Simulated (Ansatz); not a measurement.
## Run report: CoO, single-point calculation (part 1 of 3)

- system: CoO (I4/mmm, 2 atoms in the cell)
- method: DFT PBE+U+J, spin-orbit coupling, plane waves, PAW, U = 3 eV, J = 0.7 eV on Co atom 1 d (Ansatz 0.2.0)

The structure derives from an entry of the Crystallography Open Database. The run did not end well. It belongs to a series of runs on one base structure; here: random orbitals: harmonics, high filling.

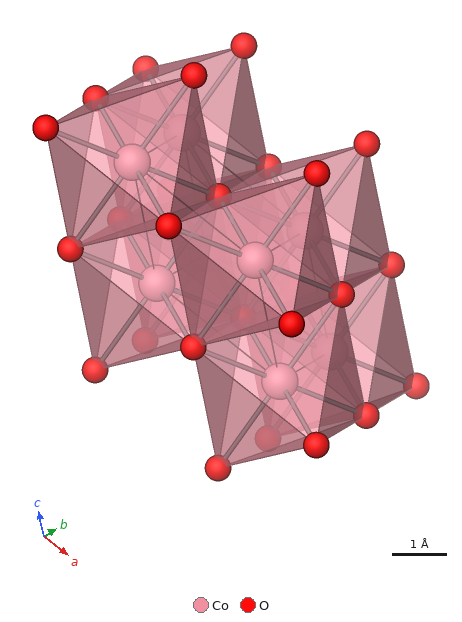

Figure 1. The structure as given in the input (polyhedral view of the cell of the calculation, seen slightly off an axis; polyhedra are completed across the faces of the cell).

## What the run reported

| quantity | value |
| --- | --- |
| outcome | stopped at the time limit |
| space group (tolerance 0.01 Å) | I4/mmm (139) |
| hardware | 2 threads of Arm Neoverse V2, 24 GiB of memory available, shared host |
| wall time | 2.7 min (CPU time 5.4 min) |
| peak memory | 0.77 GiB |

The run was cut off by its time limit, so the output is incomplete. Warnings of the run: the SCF threshold is looser than advised for the printed stress.

## Input file
```yaml
crystal:
  lattice:
    - [-1.50800044, 1.50800044, 2.10725036]
    - [1.50800044, -1.50800044, 2.10725036]
    - [1.50800044, 1.50800044, -2.10725036]
  atoms:
    - { symbol: Co, position: [0.0, 0.0, 0.0], spin: 3.0, spin_axis: [1.0, 0.0, 0.0] }
    - { symbol: O, position: [0.5, 0.5, 0.0] }
basis:
  ecutwfc: 420
  ecutrho_ratio: 4
kpoints:
  mp_grid: { grid: [9, 9, 9] }
hamiltonian:
  xc: pbe
  hubbard:
    sites:
      - { site: 0, l: d, u: 3.0, j: 0.7, starting_ns: [{ occupation_matrix: s0 }] }
    occupation_matrices:
      s0:
        spinor_matrix:
          - [[0.97, 0.0], [0.0, 0.0], [0.0, 0.0], [0.0, 0.0], [0.0, 0.0], [0.0, 0.0], [0.0, 0.0], [0.0, 0.0], [0.0, 0.0], [0.0, 0.0]]
          - [[0.0, 0.0], [0.495, 0.0], [0.0, 0.0], [0.0, 0.0], [0.0, 0.0], [0.0, 0.0], [0.475, 0.0], [0.0, 0.0], [0.0, 0.0], [0.0, 0.0]]
          - [[0.0, 0.0], [0.0, 0.0], [0.495, 0.0], [0.0, 0.0], [0.0, 0.0], [0.0, 0.0], [0.0, 0.0], [0.475, 0.0], [0.0, 0.0], [0.0, 0.0]]
          - [[0.0, 0.0], [0.0, 0.0], [0.0, 0.0], [0.495, 0.0], [0.0, 0.0], [0.0, 0.0], [0.0, 0.0], [0.0, 0.0], [0.475, 0.0], [0.0, 0.0]]
          - [[0.0, 0.0], [0.0, 0.0], [0.0, 0.0], [0.0, 0.0], [0.97, 0.0], [0.0, 0.0], [0.0, 0.0], [0.0, 0.0], [0.0, 0.0], [0.0, 0.0]]
          - [[0.0, 0.0], [0.0, 0.0], [0.0, 0.0], [0.0, 0.0], [0.0, 0.0], [0.97, 0.0], [0.0, 0.0], [0.0, 0.0], [0.0, 0.0], [0.0, 0.0]]
          - [[0.0, 0.0], [0.475, 0.0], [0.0, 0.0], [0.0, 0.0], [0.0, 0.0], [0.0, 0.0], [0.495, 0.0], [0.0, 0.0], [0.0, 0.0], [0.0, 0.0]]
          - [[0.0, 0.0], [0.0, 0.0], [0.475, 0.0], [0.0, 0.0], [0.0, 0.0], [0.0, 0.0], [0.0, 0.0], [0.495, 0.0], [0.0, 0.0], [0.0, 0.0]]
          - [[0.0, 0.0], [0.0, 0.0], [0.0, 0.0], [0.475, 0.0], [0.0, 0.0], [0.0, 0.0], [0.0, 0.0], [0.0, 0.0], [0.495, 0.0], [0.0, 0.0]]
          - [[0.0, 0.0], [0.0, 0.0], [0.0, 0.0], [0.0, 0.0], [0.0, 0.0], [0.0, 0.0], [0.0, 0.0], [0.0, 0.0], [0.0, 0.0], [0.97, 0.0]]
    ns_hold: { iters: 12 }
scf:
  occupations: { method: gaussian, width: 0.05 }
  lower_state_search: "off"
  max_iter: 150
output:
  forces: true
  stress: true
  eigenvalues: true
  populations: true
  hubbard: { sites: [{ site: 0, l: d }] }
magnetization:
  noncollinear: true
  spin_orbit: true
```

Launch command:
```bash
ansatz run input.yaml --threads 2 --pin off --max-ram 3072MiB --backend cpu --events-out ev --progress --plain --runs-dir out
```

## Output
```
Warning: output.stress: scf.convergence.dr2_threshold = 1e-7 eV (the SCF's general default) is looser than the 2e-10 eV advised for a printed stress (1e-10 eV for each atom of the cell: 2). What an SCF threshold leaves in a stress goes as its square root, and in the free energy as the threshold itself, and one threshold admits the most on a small cell: of the crystals measured, under no hybrid functional and no lock of the moments, on runs that ended without the residual-converged pass, on stresses that held no estimate of that error, the worst erred by over 100 MPa in a component at 1e-7 eV an atom and by under 5 at 1e-10. Set scf.convergence.dr2_threshold to 2e-10 eV or tighter. The threshold is an SCF's pass mark: one that does not reach it within its budget of iterations ends unconverged, or closes short of it on a stop that the run arms, and scf.convergence.dr2_threshold's page says what that costs each kind of run
Co: projections on atomic orbitals take those of the free atom [Ne] 3s2 3p6 3d7 4s2, of charge +0.00 (hamiltonian.pseudopotentials.projection_atoms); the dataset's partial waves leave at most 1.4e-9 of an orbital's norm unspanned inside its sphere
O: projections on atomic orbitals take those of the free atom [He] 2s2 2p4, of charge +0.00 (hamiltonian.pseudopotentials.projection_atoms); the dataset's partial waves leave at most 1.5e-11 of an orbital's norm unspanned inside its sphere
Engine: ansatz 0.2.0, aarch64-unknown-linux-gnu
Pseudopotentials: kind: paw_fr
Pseudopotential: Co, paw_fr, valence charge 17, recommended cutoff 420 eV (normal), Co.paw.azcp#standard-fr
Pseudopotential: O, paw_fr, valence charge 6, recommended cutoff 420 eV (normal), O.paw.azcp#standard-fr
Functional definition: PBE
  parameter kappa = 0.804
  parameter beta = 0.06672455060314922
  exchange = pbe_x(kappa = kappa, mu = beta*pi^2/3)
  correlation = pbe_c(beta = beta)
Crystal: 2 atoms, lattice volume = 19.168 Å³
Basis set: ecut = 420 eV, 339 PW (Γ), exchange–correlation on 48×48×48 points (8 copies of the dense FFT grid, shifted against one another)
Bands: 32, of which v1, the nominal top of the filled ones, is band 23 counted from 1 (22 counted from 0)
Symmetry: 4 space group operations + 4 with time reversal
Magnetic group: BNS 71.536 (UNI 634), of the structure as read, at distance tolerance 2.7e-5 Å
k-points: 125 of 729 (time reversal used)
Projection manifold: j_resolved (fully-relativistic pseudo-atomic orbitals)
Non-local potential: Co, projectors of the file, l = 0: 3, l = 1: 4, l = 2: 6, l = 3: 2
Non-local potential: O, projectors of the file, l = 0: 2, l = 1: 4, l = 2: 2
PAW form: soft (Blöchl's): semilocal exchange-correlation on the pseudo side does not see the compensation charge
PAW one-centre angular grid: Co, 590 points (default); XC on 64 Gauss nodes
PAW one-centre angular grid: O, 110 points (default); XC on 64 Gauss nodes
Initial density: superposition of atomic densities (chi_scale 0.1, normalization cell, long waves kept (reshape's long-wave potential 0.00 eV rms))
Starting moments: Σ|m| = 3 μB on 1 of 2 sites
Initial wavefunctions: pseudopotential atomic-orbital guess
Functional: x = pbe(κ = 0.804, μ = 0.2195149727645171), c = pbe(β = 0.06672455060314922)
```
